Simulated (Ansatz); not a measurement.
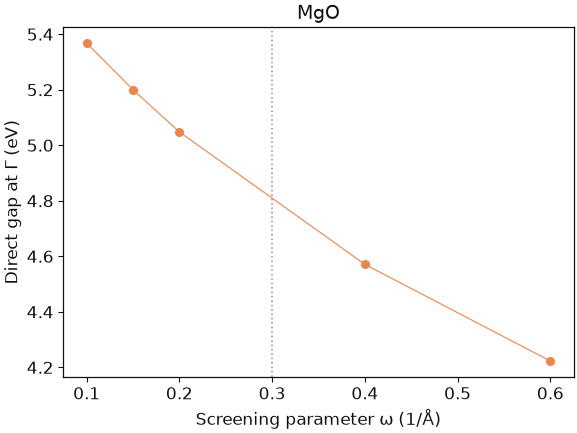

Direct gap at Γ. One run is left out (dotted line).

System: MgO, space group P-6m2, 2 atoms in the cell; a = 2.938 Å, c = 2.680 Å (hexagonal axes). The screening parameter of a hybrid of HSE form with 25 % short-range exact exchange is varied; a larger ω cuts the exact exchange off at shorter range. Method: Ansatz PAW, no spin polarisation, no spin-orbit coupling, 5×5×5 k mesh, 420 eV cutoff (Ansatz).

| screening | Γ (eV) |
| --- | --- |
| ω = 0.1 Å⁻¹ | 5.37 |
| ω = 0.15 Å⁻¹ | 5.20 |
| ω = 0.2 Å⁻¹ | 5.05 |
| ω = 0.4 Å⁻¹ | 4.57 |
| ω = 0.6 Å⁻¹ | 4.22 |

Q: Fill in the row for ω = 0.3 Å⁻¹.

A: A fit through the other points gives 4.79 eV at Γ (a parabola). The run itself gives 4.79 eV, within 0.01 eV of the estimate.

The smallest gap over all k points computed is 4.97, 4.79, 4.64, 4.38, 4.16 and 3.82 eV in turn; it lies up to 0.41 eV under the lowest value plotted. The k mesh is coarse, so the values aren't converged, least of all with exact exchange. The PAW data sets were made with another functional. The usual form of MgO is rocksalt. The mesh misses K and H, where a smaller gap can lie.
